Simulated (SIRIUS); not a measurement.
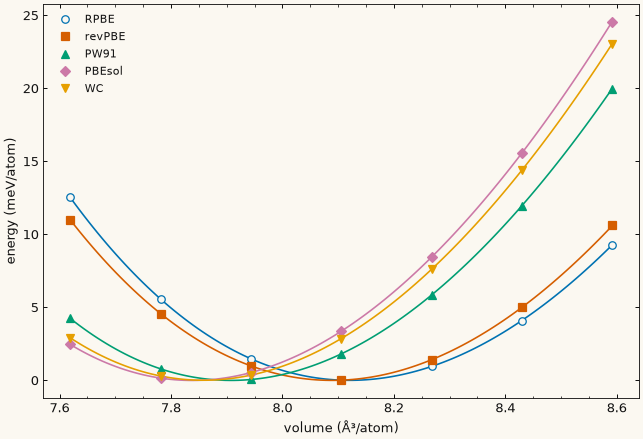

The figure shows the energy against volume, with one curve for each functional, for Be (space group P6_3/mmc).

Method: all-electron LAPW DFT, no spin polarisation; energies at scaled volumes of the given cell, shape and fractions fixed, counted from the fit's minimum, third-order Birch-Murnaghan fit (SIRIUS 7.12.0). All runs: no spin polarisation.

k mesh 13×13×8; occupations Fermi–Dirac; smearing width 0.05 eV; potentials all electron FP LAPW.

Order the curves by fitted equilibrium volume, smallest first.

Answer. PBEsol 7.838, WC 7.858, PW91 7.908, revPBE 8.089, RPBE 8.121 Å³/atom.

Caveats: shape and atomic fractions are frozen while scaling, which makes layered, chain and framework solids too stiff.
